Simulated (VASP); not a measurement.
Geometry relaxation of Bi (part 2 of 3)

Bi (R-3m, 2 atoms in the cell); Kohn-Sham DFT of a periodic cell, LDA, VASP PAW LDA potentials, recommended, no spin polarisation (VASP 6.6.1); cutoff 600 eV, 10×10×10 k-mesh, methfessel-paxton of 0.1 eV. The structure derives from an entry of the Crystallography Open Database.

Geometry of the input (Å; fractional positions):
```
2.2675  1.3091  3.9380
-2.2675  1.3091  3.9380
0.0000  -2.6183  3.9380
Bi 0.2340  0.2340  0.2340
Bi 0.7660  0.7660  0.7660
```

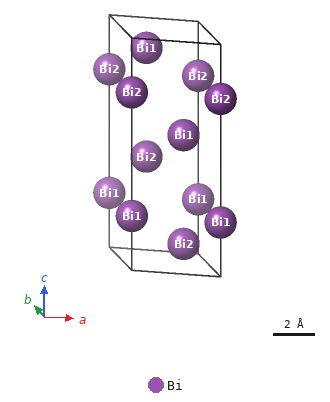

*The starting structure (spheres-only view of the cell 3 times as large as that of the calculation, set on its symmetry axes, seen slightly off an axis; atoms are numbered from 1 in the order of the input). An atom can appear more than once, as a periodic image.*

## Parts of OUTCAR, continued
```
 Following reciprocal coordinates:
            Coordinates               Weight
  0.000000  0.000000  0.000000      1.000000
  0.100000  0.000000  0.000000      6.000000
  0.200000  0.000000  0.000000      6.000000
  0.300000  0.000000 -0.000000      6.000000
  0.400000 -0.000000 -0.000000      6.000000
  0.500000  0.000000  0.000000      3.000000
  0.100000  0.100000  0.000000      6.000000
  0.200000  0.100000  0.000000     12.000000
  0.300000  0.100000 -0.000000     12.000000
  0.400000  0.100000  0.000000     12.000000
  0.500000  0.100000  0.000000     12.000000
 -0.400000  0.100000  0.000000     12.000000
 -0.300000  0.100000  0.000000     12.000000
 -0.200000  0.100000  0.000000     12.000000
 -0.100000  0.100000  0.000000      6.000000
  0.200000  0.200000  0.000000      6.000000
  0.300000  0.200000  0.000000     12.000000
  0.400000  0.200000 -0.000000     12.000000
  0.500000  0.200000 -0.000000     12.000000
 -0.400000  0.200000  0.000000     12.000000
 -0.300000  0.200000  0.000000     12.000000
 -0.200000  0.200000  0.000000      6.000000
  0.300000  0.300000  0.000000      6.000000
  0.400000  0.300000 -0.000000     12.000000
 [... further k-points ...]
   k-points           NKPTS =    116   k-points in BZ     NKDIM =    116   number of bands    NBANDS=     19
   number of dos      NEDOS =    301   number of ions     NIONS =      2
   total plane-waves  NPLWV =  64000
   dimension x,y,z NGX =    40 NGY =   40 NGZ =   40
   dimension x,y,z NGXF=    80 NGYF=   80 NGZF=   80
   ions per type =               2
   NGX,Y,Z   is equivalent  to a cutoff of  14.06, 14.06, 14.06 a.u.
   NGXF,Y,Z  is equivalent  to a cutoff of  28.12, 28.12, 28.12 a.u.
 SYSTEM =  Bi
   PREC   = accura    normal or accurate (medium, high low for compatibility)
   ISTART =      0    job   : 0-new  1-cont  2-samecut
   ICHARG =      2    charge: 1-file 2-atom 10-const
   ISPIN  =      1    spin polarized calculation?
   LNONCOLLINEAR =      F non collinear calculations
   LSORBIT =      F    spin-orbit coupling
   LASPH  =      T    aspherical Exc in radial PAW
   ENCUT  =  600.0 eV  44.10 Ry    6.64 a.u.   9.44  9.44  9.44*2*pi/ulx,y,z
   NELM   =     80;   NELMIN=  2; NELMDL= -5     # of ELM steps
   EDIFF  = 0.1E-05   stopping-criterion for ELM
   LREAL  =      F    real-space projection
   EDIFFG = -.1E-01   stopping-criterion for IOM
   NSW    =     90    number of steps for IOM
   IBRION =      2    ionic relax: 0-MD 1-quasi-New 2-CG
   NFREE  =      1    steps in history (QN), initial steepest desc. (CG)
   ISIF   =      3    stress and relaxation
   ISYM   =      2    0-nonsym 1-usesym 2-fastsym
   POTIM  = 0.5000    time-step for ionic-motion
   TEBEG  =    0.0;   TEEND  =   0.0 temperature during run
   PSTRESS=    0.0 pullay stress
   NELECT =      30.0000    total number of electrons
   NUPDOWN=      -1.0000    fix difference up-down
   EMIN   =  10.00;   EMAX   =-10.00  energy-range for DOS
   EFERMI =   0.00;   METHOD = LEGACY
   ISMEAR =     1;   SIGMA  =   0.10  broadening in eV -4-tet -1-fermi 0-gaus
   EFERMI_NEDOS =   21; number of points for ismear=-14 and -15
   IALGO  =     38    algorithm
   IMIX   =      4    mixing-type and parameters
     AMIX     =   0.40;   BMIX     =  1.00
     AMIX_MAG =   1.60;   BMIX_MAG =  1.00
  volume/ion in A,a.u.               =      35.07       236.66
  Fermi-wavevector in a.u.,A,eV,Ry     =   1.233469  2.330919 20.700530  1.521446
  Thomas-Fermi vector in A             =   2.368198
   LORBIT       =      0    0 simple, 1 ext, 2 COOP (PROOUT), +10 PAW based schemes
   GGA     = CA    functional components
   LHFCALC =     F    Hartree Fock is set to
   AEXX    =    0.0000 exact exchange contribution
   IVDW    =     0    specifies the selected vdW correction
   LEPSILON=     F    determine dielectric tensor
   LRPA    =     F    only Hartree local field effects (RPA)
 conjugate gradient relaxation of ions
 non-spin polarized calculation
 Methfessel and Paxton  Order N= 1 SIGMA  =   0.10
  energy-cutoff  :      600.00
  volume of cell :       70.14
 maximum number of plane-waves:      2364
 NGX is ok and might be reduce to    40
   NGX = 19   NGY = 19   NGZ = 19

--------------------------------------- Ionic step        1  -------------------------------------------

 number of electron      30.0000001 magnetization

 Free energy of the ion-electron system (eV)
  ---------------------------------------------------
  ext. energy  EPLUGINS =         0.00000000
  ---------------------------------------------------
  free energy    TOTEN  =        -9.11306789 eV

  energy without entropy =       -9.11338216  energy(sigma->0) =       -9.11317265

------------------------ aborting loop because EDIFF is reached ----------------------------------------

  FORCE on cell =-STRESS in cart. coord.  units (eV):
  Direction    XX          YY          ZZ          XY          YZ          ZX
  --------------------------------------------------------------------------------------
  -------------------------------------------------------------------------------------
  Total       -0.6050561     -0.6050561     -0.5869820      0.0000000      0.0000000      0.0000000
  in kB      -13.8211859    -13.8211859    -13.4083217      0.0000000      0.0000000      0.0000000
  external PRESSURE =     -13.6835645 kB  Pullay stress =       0.0000000 kB

 VOLUME and BASIS-vectors are now :
 -----------------------------------------------------------------------------
  energy-cutoff  :      600.00
  volume of cell :       70.14
      direct lattice vectors                 reciprocal lattice vectors
     2.267500000  1.309141735  3.938000000     0.220507166  0.127309872  0.084645336
    -2.267500000  1.309141735  3.938000000    -0.220507166  0.127309872  0.084645336
     0.000000000 -2.618283471  3.938000000     0.000000000 -0.254619744  0.084645336

 POSITION                                       TOTAL-FORCE (eV/Angst)
 -----------------------------------------------------------------------------------
      0.00000      0.00000      2.76448         0.000000     -0.000000      0.082504
      0.00000      0.00000      9.04952         0.000000      0.000000     -0.082504
 -----------------------------------------------------------------------------------
    total drift:                               -0.000000      0.000000     -0.000000

  FREE ENERGIE OF THE ION-ELECTRON SYSTEM (eV)
  ---------------------------------------------------
  free  energy   TOTEN  =        -9.1130678949 eV

  energy  without entropy=       -9.1133821559  energy(sigma->0) =       -9.11317265

--------------------------------------- Ionic step        2  -------------------------------------------

 number of electron      30.0000001 magnetization

------------------------ aborting loop because EDIFF is reached ----------------------------------------

  FORCE on cell =-STRESS in cart. coord.  units (eV):
  Direction    XX          YY          ZZ          XY          YZ          ZX
  --------------------------------------------------------------------------------------
  -------------------------------------------------------------------------------------
  Total        0.3904321      0.3904321      0.2305135      0.0000000     -0.0000000      0.0000000
  in kB        9.3166206      9.3166206      5.5005899      0.0000000     -0.0000000      0.0000000
  external PRESSURE =       8.0446104 kB  Pullay stress =       0.0000000 kB

 VOLUME and BASIS-vectors are now :
 -----------------------------------------------------------------------------
  energy-cutoff  :      600.00
  volume of cell :       67.14
      direct lattice vectors                 reciprocal lattice vectors
     2.234406390  1.290035131  3.882242708     0.223773080  0.129195448  0.085861024
    -2.234406390  1.290035131  3.882242708    -0.223773080  0.129195448  0.085861024
     0.000000000 -2.580070262  3.882242708     0.000000000 -0.258390896  0.085861024

 POSITION                                       TOTAL-FORCE (eV/Angst)
 -----------------------------------------------------------------------------------
      0.00000      0.00000      2.72926         0.000000      0.000000      0.252109
      0.00000      0.00000      8.91747         0.000000      0.000000     -0.252109
 -----------------------------------------------------------------------------------
    total drift:                                0.000000      0.000000     -0.000000

  FREE ENERGIE OF THE ION-ELECTRON SYSTEM (eV)
  ---------------------------------------------------
  free  energy   TOTEN  =        -9.1206039840 eV

  energy  without entropy=       -9.1209525744  energy(sigma->0) =       -9.12072018

--------------------------------------- Ionic step        3  -------------------------------------------

 number of electron      30.0000003 magnetization

------------------------ aborting loop because EDIFF is reached ----------------------------------------

  FORCE on cell =-STRESS in cart. coord.  units (eV):
  Direction    XX          YY          ZZ          XY          YZ          ZX
  --------------------------------------------------------------------------------------
  -------------------------------------------------------------------------------------
  Total        0.0647879      0.0647879     -0.0407313      0.0000000     -0.0000000      0.0000000
  in kB        1.5254770      1.5254770     -0.9590477      0.0000000     -0.0000000      0.0000000
  external PRESSURE =       0.6973021 kB  Pullay stress =       0.0000000 kB

 VOLUME and BASIS-vectors are now :
 -----------------------------------------------------------------------------
  energy-cutoff  :      600.00
  volume of cell :       68.05
      direct lattice vectors                 reciprocal lattice vectors
     2.244479492  1.295850839  3.899214229     0.222768799  0.128615626  0.085487309
    -2.244479492  1.295850839  3.899214229    -0.222768799  0.128615626  0.085487309
     0.000000000 -2.591701678  3.899214229     0.000000000 -0.257231252  0.085487309

 POSITION                                       TOTAL-FORCE (eV/Angst)
 -----------------------------------------------------------------------------------
      0.00000      0.00000      2.73997         0.000000      0.000000      0.201034
      0.00000      0.00000      8.95767         0.000000     -0.000000     -0.201034
 -----------------------------------------------------------------------------------
    total drift:                                0.000000     -0.000000      0.000000

  FREE ENERGIE OF THE ION-ELECTRON SYSTEM (eV)
  ---------------------------------------------------
  free  energy   TOTEN  =        -9.1225296034 eV

  energy  without entropy=       -9.1228725259  energy(sigma->0) =       -9.12264391

 E-fermi :   6.4660     XC(G=0):  -9.9737     alpha+bet :-11.5140

 val. band max:        6.3998592924   @ k =   0.4000   0.1000   0.1000
 cond. band min:       6.4747189001   @ k =  -0.4000   0.5000   0.4000
 fundamental gap:      0.0748596077
 Fermi energy:         6.4660248514

 k-point     1 :       0.0000    0.0000    0.0000
  band No.  band energies     occupation
      1     -16.4187      2.00000
      2     -16.4187      2.00000
      3     -16.2477      2.00000
      4     -16.2477      2.00000
      5     -16.2326      2.00000
      6     -16.0393      2.00000
      7     -16.0277      2.00000
      8     -16.0277      2.00000
      9     -15.8931      2.00000
     10     -15.8931      2.00000
     11      -6.8197      2.00000
     12      -0.8192      2.00000
     13       4.9444      2.00000
     14       5.2510      2.00000
     15       5.2510      2.00000
     16       9.1372      0.00000
     17       9.5517      0.00000
     18       9.5517      0.00000
     19      12.1429      0.00000

 k-point     2 :       0.1000    0.0000    0.0000
  band No.  band energies     occupation
      1     -16.4102      2.00000
      2     -16.4082      2.00000
      3     -16.2439      2.00000
      4     -16.2414      2.00000
      5     -16.2271      2.00000
      6     -16.0444      2.00000
      7     -16.0330      2.00000
      8     -16.0314      2.00000
      9     -15.9049      2.00000
     10     -15.9023      2.00000
     11      -6.7213      2.00000
     12      -1.0634      2.00000
     13       4.9952      2.00000
     14       5.2472      2.00000
     15       5.2660      2.00000
     16       8.9471      0.00000
     17       9.1093      0.00000
     18       9.3020      0.00000
     19      11.7029      0.00000

 k-point     3 :       0.2000    0.0000    0.0000
  band No.  band energies     occupation
      1     -16.3862      2.00000
      2     -16.3778      2.00000
      3     -16.2340      2.00000
      4     -16.2235      2.00000
      5     -16.2103      2.00000
      6     -16.0613      2.00000
      7     -16.0483      2.00000
      8     -16.0404      2.00000
      9     -15.9378      2.00000
     10     -15.9278      2.00000
     11      -6.4290      2.00000
     12      -1.7083      2.00000
     13       5.0617      2.00000
     14       5.2482      2.00000
     15       5.3714      2.00000
     16       8.1208     -0.00000
     17       8.5683      0.00000
     18       8.7184      0.00000
     19      11.5682      0.00000

 k-point     4 :       0.3000    0.0000   -0.0000
  band No.  band energies     occupation
      1     -16.3516      2.00000
      2     -16.3304      2.00000
      3     -16.2213      2.00000
      4     -16.1967      2.00000
      5     -16.1836      2.00000
      6     -16.0910      2.00000
      7     -16.0724      2.00000
      8     -16.0523      2.00000
      9     -15.9852      2.00000
     10     -15.9637      2.00000
     11      -5.9532      2.00000
     12      -2.5749      2.00000
     13       5.1027      2.00000
     14       5.2749      2.00000
     15       5.5933      2.00000
     16       7.3015     -0.00000
     17       7.8845     -0.00000
     18       8.0922     -0.00000
     19      12.1132      0.00000

 k-point     5 :       0.4000   -0.0000   -0.0000
  band No.  band energies     occupation
      1     -16.3171      2.00000
      2     -16.2724      2.00000
      3     -16.2098      2.00000
      4     -16.1656      2.00000
      5     -16.1580      2.00000
      6     -16.1248      2.00000
      7     -16.1018      2.00000
      8     -16.0672      2.00000
      9     -16.0335      2.00000
     10     -15.9988      2.00000
     11      -5.3218      2.00000
     12      -3.4948      2.00000
     13       5.1665      2.00000
     14       5.3244      2.00000
     15       5.8972      2.00000
     16       6.6831     -0.00885
     17       7.2569     -0.00000
     18       7.6241     -0.00000
     19      13.1406      0.00000
```
